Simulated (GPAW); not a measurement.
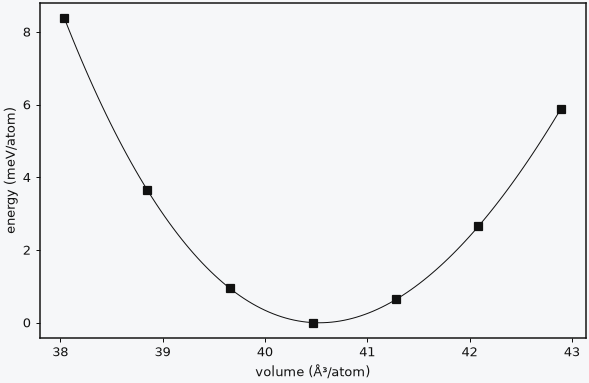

The figure shows the energy against volume.

Computed with GPAW 26.7.0: PAW DFT in plane waves, on a grid or in atomic orbitals, no spin polarisation; energies at scaled volumes of the given cell, shape and fractions fixed, counted from the fit's minimum, third-order Birch-Murnaghan fit. Level: r2SCAN.

Q: For which of these solids was it computed?
A. LiF, Fm-3m (No. 225)
B. MoS₂, P-6m2 (No. 187)
C. CsBr, Pm-3m (No. 221)

A: C, CsBr: energy from 0.00 meV/atom to 8.37 meV/atom, V0 40.53 Å³/atom, B0 15.4 GPa. The others give: MoS₂, energy from 0.05 meV/atom to 34.79 meV/atom, V0 50.81 Å³/atom, B0 52.2 GPa; LiF, energy from 0.05 meV/atom to 9.09 meV/atom, V0 8.212 Å³/atom, B0 75.9 GPa.

For CsBr, limits of the calculation: the fit and the printed pressures don't fully agree, or the minimum lies near the end of the range.

For LiF, limits of the calculation: the fit and the printed pressures don't fully agree, or the minimum lies near the end of the range.

For MoS₂, limits of the calculation: the fit and the printed pressures don't fully agree, or the minimum lies near the end of the range; shape and atomic fractions are frozen while scaling, which makes layered, chain and framework solids too stiff.
